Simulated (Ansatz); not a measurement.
Consider HC8 (slab).

HC8 (slab), 108 atoms, a = 14.76 Å, b = 14.76 Å, c = 18.00 Å, α = 90.00°, β = 90.00°, γ = 120.00°.

Level of theory: DFT PBE+D3(BJ), scalar-relativistic, plane waves, PAW (Ansatz).

What can the converged valence pseudo-density and electron localisation function tell about the bonding?

Answer. C–H (1.09 Å): ρ is about 2 e/Å³ halfway; the ELF climbs to about 1 towards the hydrogen, as it does in any bond to H (an ordinary covalent bond to hydrogen).
C–C (1.42 Å): ρ is about 2 e/Å³ halfway; the ELF peaks at about 0.95 between the atoms (a covalent bond).

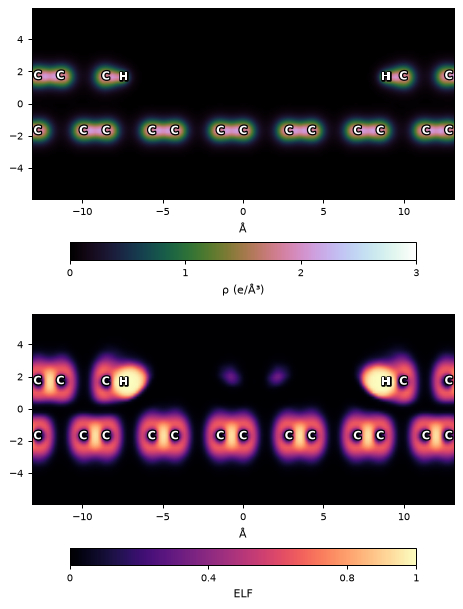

Computed valence pseudo-density and electron localisation function on the (110) plane of the calculation cell, a cut from vacuum to vacuum, in this order. 

The density is the valence pseudo-density of a PAW calculation; it isn't the true density close to the nuclei.
